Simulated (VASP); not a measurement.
# Geometry relaxation, with input and output: C (part 4 of 4)

The same run, continued: C (slab, 14 atoms in the cell); Kohn-Sham DFT of a periodic cell, LDA, VASP PAW LDA potentials, recommended, no spin polarisation (VASP 6.6.1); cutoff 520 eV, 12×12×1 k-mesh, Gaussian smearing of 0.03 eV. The structure derives from an entry of the Crystallography Open Database.

Geometry of the input (Å; fractional positions):
```
2.4989  0.0000  -0.0000
-1.2494  2.1641  0.0000
0.0000  0.0000  27.7519
C  0.0000  0.0000  0.2703
C  0.6667  0.3333  0.2886
C  0.6667  0.3333  0.3438
C  0.3333  0.6667  0.3622
C  0.3333  0.6667  0.4173
C  0.0000  0.0000  0.4357
C  0.0000  0.0000  0.4908
C  0.6667  0.3333  0.5092
C  0.6667  0.3333  0.5643
C  0.3333  0.6667  0.5827
C  0.3333  0.6667  0.6378
C  0.0000  0.0000  0.6562
C  0.0000  0.0000  0.7114
C  0.6667  0.3333  0.7297
```

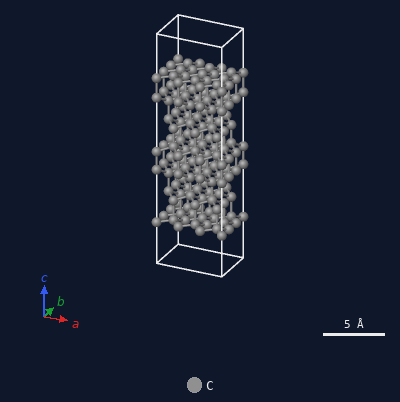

Figure 1. The geometry at step 6 of the log (ball-and-stick view of the 3 × 3 repeat of the cell, with the vacuum cut short, seen slightly off an axis).

### Parts of OUTCAR, continued
```
 k-point    19 :       0.3333    0.3333    0.0000
  band No.  band energies     occupation
      1     -12.4721      2.00000
      2     -12.4721      2.00000
      3     -12.3590      2.00000
      4     -12.2601      2.00000
      5     -11.6024      2.00000
      6     -11.6024      2.00000
      7     -10.1248      2.00000
      8     -10.1248      2.00000
      9      -9.9978      2.00000
     10      -9.5121      2.00000
     11      -9.5121      2.00000
     12      -9.4906      2.00000
     13      -8.9722      2.00000
     14      -8.9722      2.00000
     15      -7.6155      2.00000
     16      -7.3258      2.00000
     17      -7.3258      2.00000
     18      -6.8363      2.00000
     19      -6.5004      2.00000
     20      -6.5004      2.00000
     21      -6.3873      2.00000
     22      -3.9048      2.00000
     23      -3.8940      2.00000
     24      -3.8940      2.00000
     25      -3.3339      2.00000
     26      -2.1504      2.00000
     27      -2.1504      2.00000
     28       3.2036      2.00000
     29       3.2036      2.00000
     30       8.3555      0.00000
     31       8.3555      0.00000
     32       8.5411      0.00000
     33      10.0814      0.00000
     34      10.0814      0.00000
     35      10.8422      0.00000
     36      11.6230      0.00000

------------------------ aborting loop because EDIFF is reached ----------------------------------------

 vacuum level on the upper side and lower side of the slab       (xc-potential included)        -0.055        -0.055

  FORCE on cell =-STRESS in cart. coord.  units (eV):
  Direction    XX          YY          ZZ          XY          YZ          ZX
  --------------------------------------------------------------------------------------
  -------------------------------------------------------------------------------------
  Total        0.5519486      0.5519486     -0.2203617      0.0000000      0.0000000      0.0000000
  in kB        5.8925142      5.8925143     -2.3525458      0.0000000      0.0000000      0.0000000
  external PRESSURE =       3.1441609 kB  Pullay stress =       0.0000000 kB

 VOLUME and BASIS-vectors are now :
 -----------------------------------------------------------------------------
  energy-cutoff  :      520.00
  volume of cell :      150.08
      direct lattice vectors                 reciprocal lattice vectors
     2.498861620  0.000000000  0.000000000     0.400182224  0.231045314  0.000000000
    -1.249430810  2.164077650  0.000000000     0.000000000  0.462090628  0.000000000
     0.000000000  0.000000000 27.751949830     0.000000000  0.000000000  0.036033504

 POSITION                                       TOTAL-FORCE (eV/Angst)
 -----------------------------------------------------------------------------------
      0.00000      0.00000      7.62709         0.000000     -0.000000      0.005416
      1.24943      0.72136      7.88433        -0.000000      0.000000      0.000298
      1.24943      0.72136      9.54981         0.000000     -0.000000      0.001921
     -0.00000      1.44272     10.03320         0.000000      0.000000      0.000058
     -0.00000      1.44272     11.57955         0.000000     -0.000000      0.004876
     -0.00000      0.00000     12.08741         0.000000      0.000000     -0.004485
      0.00000      0.00000     13.62122         0.000000      0.000000     -0.005262
      1.24943      0.72136     14.13073        -0.000000     -0.000000      0.005262
      1.24943      0.72136     15.66454        -0.000000     -0.000000      0.004485
     -0.00000      1.44272     16.17240        -0.000000      0.000000     -0.004876
     -0.00000      1.44272     17.71875        -0.000000     -0.000000     -0.000058
     -0.00000      0.00000     18.20214        -0.000000      0.000000     -0.001921
      0.00000      0.00000     19.86762         0.000000     -0.000000     -0.000298
      1.24943      0.72136     20.12486        -0.000000      0.000000     -0.005416
 -----------------------------------------------------------------------------------
    total drift:                               -0.000002      0.000001      0.000007

  FREE ENERGIE OF THE ION-ELECTRON SYSTEM (eV)
  ---------------------------------------------------
  free  energy   TOTEN  =      -137.4152804839 eV

  energy  without entropy=     -137.4138419425  energy(sigma->0) =     -137.41456121

 reached required accuracy - stopping structural energy minimisation

 vacuum level on the upper side and lower side of the slab         8.540         8.540
```

### CONTCAR
```
C
   1.00000000000000
     2.4988616200000000    0.0000000000000000    0.0000000000000000
    -1.2494308100000000    2.1640776499999999    0.0000000000000000
     0.0000000000000000    0.0000000000000000   27.7519498300000009
  C
    14
Direct
     0.0000000000000000    0.0000000000000000    0.2748308705745069
     0.6666666699999979    0.3333333300000021    0.2841000969129593
     0.6666666699999979    0.3333333300000021    0.3441131359638145
     0.3333333300000021    0.6666666699999979    0.3615314214228670
     0.3333333300000021    0.6666666699999979    0.4172516953524323
     0.0000000000000000    0.0000000000000000    0.4355515669817683
     0.0000000000000000    0.0000000000000000    0.4908201624212863
     0.6666666699999979    0.3333333300000021    0.5091798375787137
     0.6666666699999979    0.3333333300000021    0.5644484330182318
     0.3333333300000021    0.6666666699999979    0.5827483046475677
     0.3333333300000021    0.6666666699999979    0.6384685785771329
     0.0000000000000000    0.0000000000000000    0.6558868640361853
     0.0000000000000000    0.0000000000000000    0.7158999030870408
     0.6666666699999979    0.3333333300000021    0.7251691294254933

  0.00000000E+00  0.00000000E+00  0.00000000E+00
  0.00000000E+00  0.00000000E+00  0.00000000E+00
  0.00000000E+00  0.00000000E+00  0.00000000E+00
  0.00000000E+00  0.00000000E+00  0.00000000E+00
  0.00000000E+00  0.00000000E+00  0.00000000E+00
  0.00000000E+00  0.00000000E+00  0.00000000E+00
  0.00000000E+00  0.00000000E+00  0.00000000E+00
  0.00000000E+00  0.00000000E+00  0.00000000E+00
  0.00000000E+00  0.00000000E+00  0.00000000E+00
  0.00000000E+00  0.00000000E+00  0.00000000E+00
  0.00000000E+00  0.00000000E+00  0.00000000E+00
  0.00000000E+00  0.00000000E+00  0.00000000E+00
  0.00000000E+00  0.00000000E+00  0.00000000E+00
  0.00000000E+00  0.00000000E+00  0.00000000E+00
```

### Trajectory as extended XYZ (Å, eV, eV/Å), 12 frames, from step=0 to step=11
```
14
Lattice="2.4989 0.0000 0.0000 -1.2494 2.1641 0.0000 0.0000 0.0000 27.7519" Properties=species:S:1:pos:R:3:forces:R:3 step=0 energy=-136.30187
C     0.0000    0.0000    7.5000    0.0000   0.0000   4.1763
C     1.2494    0.7214    8.0101    0.0000   0.0000  -4.7972
C     1.2494    0.7214    9.5403    0.0000   0.0000   0.8427
C     0.0000    1.4427   10.0504    0.0000   0.0000  -0.3834
C     0.0000    1.4427   11.5806    0.0000   0.0000   0.1791
C     0.0000    0.0000   12.0907    0.0000   0.0000  -0.0872
C     0.0000    0.0000   13.6209    0.0000   0.0000   0.0688
C     1.2494    0.7214   14.1310    0.0000   0.0000  -0.0688
C     1.2494    0.7214   15.6612    0.0000   0.0000   0.0872
C     0.0000    1.4427   16.1713    0.0000   0.0000  -0.1791
C     0.0000    1.4427   17.7016    0.0000   0.0000   0.3834
C     0.0000    0.0000   18.2116    0.0000   0.0000  -0.8427
C     0.0000    0.0000   19.7419    0.0000   0.0000   4.7972
C     1.2494    0.7214   20.2520    0.0000   0.0000  -4.1763
14
Lattice="2.4989 0.0000 0.0000 -1.2494 2.1641 0.0000 0.0000 0.0000 27.7519" Properties=species:S:1:pos:R:3:forces:R:3 step=1 energy=-137.00380
C    -1.2494    2.1641    7.7015    0.0000   0.0000  -2.3055
C     1.2494    0.7214    7.7786    0.0000   0.0000   1.9549
C     1.2494    0.7214    9.5810    0.0000   0.0000   0.0228
C     0.0000    1.4427   10.0319    0.0000   0.0000   0.2434
C     0.0000    1.4427   11.5893    0.0000   0.0000  -0.2320
C    -1.2494    2.1641   12.0865    0.0000   0.0000   0.3019
C    -1.2494    2.1641   13.6243    0.0000   0.0000  -0.1791
C     1.2494    0.7214   14.1277    0.0000   0.0000   0.1791
C     1.2494    0.7214   15.6655    0.0000   0.0000  -0.3019
C     0.0000    1.4427   16.1627    0.0000   0.0000   0.2320
C     0.0000    1.4427   17.7201    0.0000   0.0000  -0.2434
C     0.0000    0.0000   18.1710    0.0000   0.0000  -0.0228
C     0.0000    0.0000   19.9733    0.0000   0.0000  -1.9549
C     1.2494    0.7214   20.0505    0.0000   0.0000   2.3055
14
Lattice="2.4989 0.0000 0.0000 -1.2494 2.1641 0.0000 0.0000 0.0000 27.7519" Properties=species:S:1:pos:R:3:forces:R:3 step=2 energy=-137.40781
C     0.0000    0.0000    7.6192    0.0000   0.0000   0.1132
C     1.2494    0.7214    7.8731    0.0000   0.0000   0.1112
C     1.2494    0.7214    9.5644    0.0000   0.0000  -0.3037
C     0.0000    1.4427   10.0394    0.0000   0.0000  -0.0143
C     0.0000    1.4427   11.5857    0.0000   0.0000  -0.0932
C     0.0000    0.0000   12.0882    0.0000   0.0000   0.1587
C     0.0000    0.0000   13.6229    0.0000   0.0000  -0.0926
C     1.2494    0.7214   14.1290    0.0000   0.0000   0.0926
C     1.2494    0.7214   15.6637    0.0000   0.0000  -0.1587
C     0.0000    1.4427   16.1662    0.0000   0.0000   0.0932
C     0.0000    1.4427   17.7125    0.0000   0.0000   0.0143
C     0.0000    0.0000   18.1876    0.0000   0.0000   0.3037
C     0.0000    0.0000   19.8788    0.0000   0.0000  -0.1112
C     1.2494    0.7214   20.1327    0.0000   0.0000  -0.1132
14
Lattice="2.4989 0.0000 0.0000 -1.2494 2.1641 0.0000 0.0000 0.0000 27.7519" Properties=species:S:1:pos:R:3:forces:R:3 step=3 energy=-137.40783
C     0.0000    0.0000    7.6169    0.0000   0.0000   0.1904
C     1.2494    0.7214    7.8759    0.0000   0.0000   0.0419
C     1.2494    0.7214    9.5639    0.0000   0.0000  -0.3040
C     0.0000    1.4427   10.0397    0.0000   0.0000  -0.0216
C     0.0000    1.4427   11.5856    0.0000   0.0000  -0.0888
C     0.0000    0.0000   12.0883    0.0000   0.0000   0.1544
C     0.0000    0.0000   13.6229    0.0000   0.0000  -0.0900
C     1.2494    0.7214   14.1291    0.0000   0.0000   0.0900
C     1.2494    0.7214   15.6637    0.0000   0.0000  -0.1544
C     0.0000    1.4427   16.1663    0.0000   0.0000   0.0888
C     0.0000    1.4427   17.7123    0.0000   0.0000   0.0216
C     0.0000    0.0000   18.1881    0.0000   0.0000   0.3040
C     0.0000    0.0000   19.8761    0.0000   0.0000  -0.0419
C     1.2494    0.7214   20.1351    0.0000   0.0000  -0.1904
14
Lattice="2.4989 0.0000 0.0000 -1.2494 2.1641 0.0000 0.0000 0.0000 27.7519" Properties=species:S:1:pos:R:3:forces:R:3 step=4 energy=-137.41080
C     0.0000    0.0000    7.6246    0.0000   0.0000  -0.0003
C     1.2494    0.7214    7.8784    0.0000   0.0000   0.1078
C     1.2494    0.7214    9.5503    0.0000   0.0000   0.1025
C     0.0000    1.4427   10.0388    0.0000   0.0000  -0.2115
C     0.0000    1.4427   11.5817    0.0000   0.0000   0.1425
C     0.0000    0.0000   12.0951    0.0000   0.0000  -0.3199
C     0.0000    0.0000   13.6189    0.0000   0.0000   0.2387
C     1.2494    0.7214   14.1331    0.0000   0.0000  -0.2387
C     1.2494    0.7214   15.6569    0.0000   0.0000   0.3199
C     0.0000    1.4427   16.1703    0.0000   0.0000  -0.1425
C     0.0000    1.4427   17.7132    0.0000   0.0000   0.2115
C     0.0000    0.0000   18.2016    0.0000   0.0000  -0.1025
C     0.0000    0.0000   19.8735    0.0000   0.0000  -0.1078
C     1.2494    0.7214   20.1273    0.0000   0.0000   0.0003
14
Lattice="2.4989 0.0000 0.0000 -1.2494 2.1641 0.0000 0.0000 0.0000 27.7519" Properties=species:S:1:pos:R:3:forces:R:3 step=5 energy=-137.41253
C     0.0000    0.0000    7.6217    0.0000   0.0000   0.0717
C     1.2494    0.7214    7.8775    0.0000   0.0000   0.0859
C     1.2494    0.7214    9.5554    0.0000   0.0000  -0.0535
C     0.0000    1.4427   10.0391    0.0000   0.0000  -0.1393
C     0.0000    1.4427   11.5832    0.0000   0.0000   0.0551
C     0.0000    0.0000   12.0925    0.0000   0.0000  -0.1393
C     0.0000    0.0000   13.6204    0.0000   0.0000   0.1129
C     1.2494    0.7214   14.1316    0.0000   0.0000  -0.1129
C     1.2494    0.7214   15.6594    0.0000   0.0000   0.1393
C     0.0000    1.4427   16.1688    0.0000   0.0000  -0.0551
C     0.0000    1.4427   17.7128    0.0000   0.0000   0.1393
C     0.0000    0.0000   18.1965    0.0000   0.0000   0.0535
C     0.0000    0.0000   19.8745    0.0000   0.0000  -0.0859
C     1.2494    0.7214   20.1302    0.0000   0.0000  -0.0717
14
Lattice="2.4989 0.0000 0.0000 -1.2494 2.1641 0.0000 0.0000 0.0000 27.7519" Properties=species:S:1:pos:R:3:forces:R:3 step=6 energy=-137.41407
C     0.0000    0.0000    7.6276    0.0000   0.0000  -0.0421
C     1.2494    0.7214    7.8819    0.0000   0.0000   0.0462
C     1.2494    0.7214    9.5481    0.0000   0.0000   0.0835
C     0.0000    1.4427   10.0331    0.0000   0.0000   0.0167
C     0.0000    1.4427   11.5839    0.0000   0.0000  -0.1502
C     0.0000    0.0000   12.0894    0.0000   0.0000   0.0144
C    -1.2494    2.1641   13.6235    0.0000   0.0000  -0.1343
C     1.2494    0.7214   14.1285    0.0000   0.0000   0.1343
C     1.2494    0.7214   15.6625    0.0000   0.0000  -0.0144
C     0.0000    1.4427   16.1680    0.0000   0.0000   0.1502
C     0.0000    1.4427   17.7189    0.0000   0.0000  -0.0167
C     0.0000    0.0000   18.2038    0.0000   0.0000  -0.0835
C    -1.2494    2.1641   19.8700    0.0000   0.0000  -0.0462
C     1.2494    0.7214   20.1244    0.0000   0.0000   0.0421
14
Lattice="2.4989 0.0000 0.0000 -1.2494 2.1641 0.0000 0.0000 0.0000 27.7519" Properties=species:S:1:pos:R:3:forces:R:3 step=7 energy=-137.41449
C     0.0000    0.0000    7.6257    0.0000   0.0000  -0.0057
C     1.2494    0.7214    7.8805    0.0000   0.0000   0.0603
C     1.2494    0.7214    9.5504    0.0000   0.0000   0.0389
C     0.0000    1.4427   10.0350    0.0000   0.0000  -0.0324
C     0.0000    1.4427   11.5837    0.0000   0.0000  -0.0857
C     0.0000    0.0000   12.0904    0.0000   0.0000  -0.0342
C     0.0000    0.0000   13.6225    0.0000   0.0000  -0.0562
C     1.2494    0.7214   14.1295    0.0000   0.0000   0.0562
C     1.2494    0.7214   15.6615    0.0000   0.0000   0.0342
C     0.0000    1.4427   16.1683    0.0000   0.0000   0.0857
C     0.0000    1.4427   17.7170    0.0000   0.0000   0.0324
C     0.0000    0.0000   18.2015    0.0000   0.0000  -0.0389
C     0.0000    0.0000   19.8714    0.0000   0.0000  -0.0603
C     1.2494    0.7214   20.1262    0.0000   0.0000   0.0057
14
Lattice="2.4989 0.0000 0.0000 -1.2494 2.1641 0.0000 0.0000 0.0000 27.7519" Properties=species:S:1:pos:R:3:forces:R:3 step=8 energy=-137.41516
C     0.0000    0.0000    7.6269    0.0000   0.0000   0.0045
C     1.2494    0.7214    7.8838    0.0000   0.0000  -0.0005
C     1.2494    0.7214    9.5502    0.0000   0.0000  -0.0213
C     0.0000    1.4427   10.0324    0.0000   0.0000   0.0598
C     0.0000    1.4427   11.5806    0.0000   0.0000  -0.0263
C     2.4989    0.0000   12.0884    0.0000   0.0000  -0.0332
C     0.0000    0.0000   13.6210    0.0000   0.0000   0.0199
C     1.2494    0.7214   14.1309    0.0000   0.0000  -0.0199
C     1.2494    0.7214   15.6636    0.0000   0.0000   0.0332
C     0.0000    1.4427   16.1714    0.0000   0.0000   0.0263
C     0.0000    1.4427   17.7196    0.0000   0.0000  -0.0598
C     0.0000    0.0000   18.2017    0.0000   0.0000   0.0213
C    -1.2494    2.1641   19.8681    0.0000   0.0000   0.0005
C     1.2494    0.7214   20.1251    0.0000   0.0000  -0.0045
14
Lattice="2.4989 0.0000 0.0000 -1.2494 2.1641 0.0000 0.0000 0.0000 27.7519" Properties=species:S:1:pos:R:3:forces:R:3 step=9 energy=-137.41516
C     0.0000    0.0000    7.6268    0.0000   0.0000   0.0043
C     1.2494    0.7214    7.8837    0.0000   0.0000   0.0024
C     1.2494    0.7214    9.5503    0.0000   0.0000  -0.0194
C     0.0000    1.4427   10.0325    0.0000   0.0000   0.0556
C     0.0000    1.4427   11.5807    0.0000   0.0000  -0.0295
C     0.0000    0.0000   12.0885    0.0000   0.0000  -0.0343
C     0.0000    0.0000   13.6211    0.0000   0.0000   0.0170
C     1.2494    0.7214   14.1308    0.0000   0.0000  -0.0170
C     1.2494    0.7214   15.6635    0.0000   0.0000   0.0343
C     0.0000    1.4427   16.1713    0.0000   0.0000   0.0295
C     0.0000    1.4427   17.7195    0.0000   0.0000  -0.0556
C     0.0000    0.0000   18.2017    0.0000   0.0000   0.0194
C     0.0000    0.0000   19.8682    0.0000   0.0000  -0.0024
C     1.2494    0.7214   20.1251    0.0000   0.0000  -0.0043
14
Lattice="2.4989 0.0000 0.0000 -1.2494 2.1641 0.0000 0.0000 0.0000 27.7519" Properties=species:S:1:pos:R:3:forces:R:3 step=10 energy=-137.41520
C    -1.2494    2.1641    7.6273    0.0000   0.0000   0.0061
C     1.2494    0.7214    7.8848    0.0000   0.0000  -0.0019
C     1.2494    0.7214    9.5495    0.0000   0.0000   0.0192
C     0.0000    1.4427   10.0338    0.0000   0.0000  -0.0454
C     0.0000    1.4427   11.5786    0.0000   0.0000   0.0333
C     2.4989    0.0000   12.0866    0.0000   0.0000   0.0202
C     0.0000    0.0000   13.6213    0.0000   0.0000  -0.0236
C     1.2494    0.7214   14.1306    0.0000   0.0000   0.0236
C     1.2494    0.7214   15.6654    0.0000   0.0000  -0.0202
C     0.0000    1.4427   16.1733    0.0000   0.0000  -0.0333
C     0.0000    1.4427   17.7182    0.0000   0.0000   0.0454
C     0.0000    0.0000   18.2025    0.0000   0.0000  -0.0192
C    -1.2494    2.1641   19.8671    0.0000   0.0000   0.0019
C     1.2494    0.7214   20.1246    0.0000   0.0000  -0.0061
14
Lattice="2.4989 0.0000 0.0000 -1.2494 2.1641 0.0000 0.0000 0.0000 27.7519" Properties=species:S:1:pos:R:3:forces:R:3 step=11 energy=-137.41528
C     0.0000    0.0000    7.6271    0.0000   0.0000   0.0054
C     1.2494    0.7214    7.8843    0.0000   0.0000   0.0003
C     1.2494    0.7214    9.5498    0.0000   0.0000   0.0019
C     0.0000    1.4427   10.0332    0.0000   0.0000   0.0001
C     0.0000    1.4427   11.5795    0.0000   0.0000   0.0049
C     0.0000    0.0000   12.0874    0.0000   0.0000  -0.0045
C     0.0000    0.0000   13.6212    0.0000   0.0000  -0.0053
C     1.2494    0.7214   14.1307    0.0000   0.0000   0.0053
C     1.2494    0.7214   15.6645    0.0000   0.0000   0.0045
C     0.0000    1.4427   16.1724    0.0000   0.0000  -0.0049
C     0.0000    1.4427   17.7187    0.0000   0.0000  -0.0001
C     0.0000    0.0000   18.2021    0.0000   0.0000  -0.0019
C     0.0000    0.0000   19.8676    0.0000   0.0000  -0.0003
C     1.2494    0.7214   20.1249    0.0000   0.0000  -0.0054
```

### Key numbers

```tsv
quantity	value
outcome	converged
electrons treated	56
free energy	−137.4153 eV
gap on the k-point mesh	none (metallic)
final volume	150.08 Å³
largest force (length of the vector) at the end	0.005 eV/Å
wall time	4.2 min (CPU time 17 min)
peak memory	0.25 GiB
```
